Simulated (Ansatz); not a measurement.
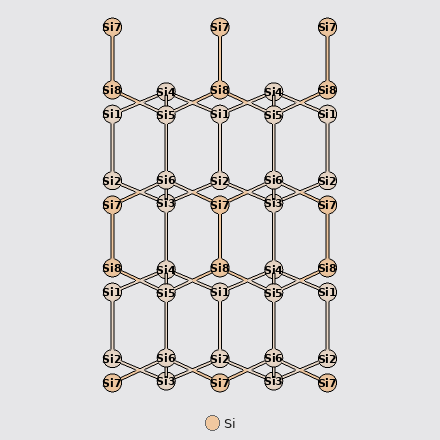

The system is O on a Si(100) slab cut from the P6_3/mmc phase, its upper half relaxed before the scan (8 atoms of substrate and one adsorbate in a 1 × 1 cell); the picture shows it without the atoms that are moved over the map. 
- O is moved over the surface cell at a fixed height above a rigid substrate; the origin of the map has the adsorbate above Si7; the height is held at 2.50 Å.
- Places are given modulo a cell vector. The map is drawn in real space over the plane of the surface.
- Grid: 6 × 6 points; 24 points were computed and 12 follow by symmetry.
- Energies: eV, counted from the lowest grid point.
- The magnetic moment jumps between some neighbouring points. With one adsorbate in each 1 × 1 cell, its nearest image is 3.8 Å away, so neighbouring adsorbates interact. At a fixed height the lowest place need not be the adsorption site.
- The calculation used DFT PBE+D3(BJ), scalar-relativistic, plane waves, PAW in Ansatz. Settings: cutoff 420 eV, k-mesh 7×4×1, gaussian smearing 0.05 eV, spin-polarised.

Range: position of O9 along the first surface vector from 0.000 to 0.833; position of O9 along the second surface vector from 0.000 to 0.833.

**What landscape does the calculation give?**

The lowest grid point is at the top site over a surface Si atom, (0/6, 0/6) of the cell vectors. The highest grid point, (3/6, 2/6) of the cell vectors [nearest 2 Si at 3.61 Å], lies 1.01 eV above the lowest. At the lowest point the adsorbate has 1 Si at 2.50 Å as nearest neighbours, at the highest 2 Si at 3.61 Å.

```csv
"second ↓, first →",0/6,1/6,2/6,3/6,4/6,5/6
5/6,0.13,0.31,0.62,0.80,0.62,0.31
4/6,0.01,0.19,0.56,0.77,0.56,0.19
3/6,0.30,0.45,0.73,0.87,0.73,0.45
2/6,0.70,0.78,0.94,1.01,0.94,0.78
1/6,0.37,0.50,0.76,0.90,0.76,0.50
0/6,0.00,0.18,0.56,0.77,0.56,0.18
```

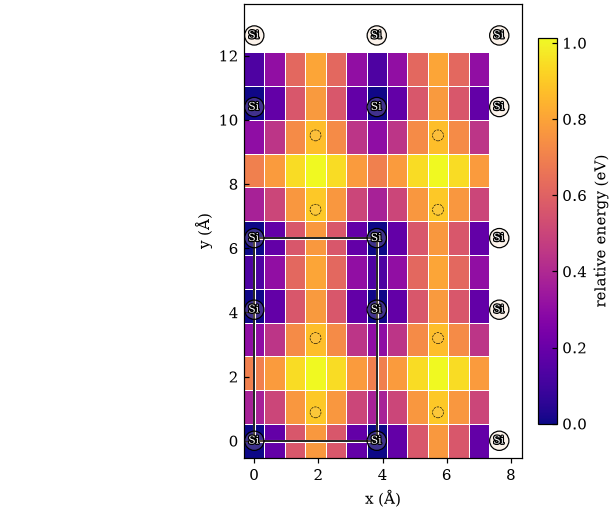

In the figure: one coloured cell a grid point, labelled circles for the atoms of the top layer and small ones for the second layer, the outline of one cell of the 2 × 2 shown.

Each point was launched as `ansatz run input.yaml --threads 1 --pin off --max-ram 3072MiB --backend cpu --events-out ev --progress --plain --runs-dir out`. The whole map (24 points run) took 71 min on 1 thread of Arm Neoverse V1, with other jobs on the host.

PAW datasets: the set soft_1.
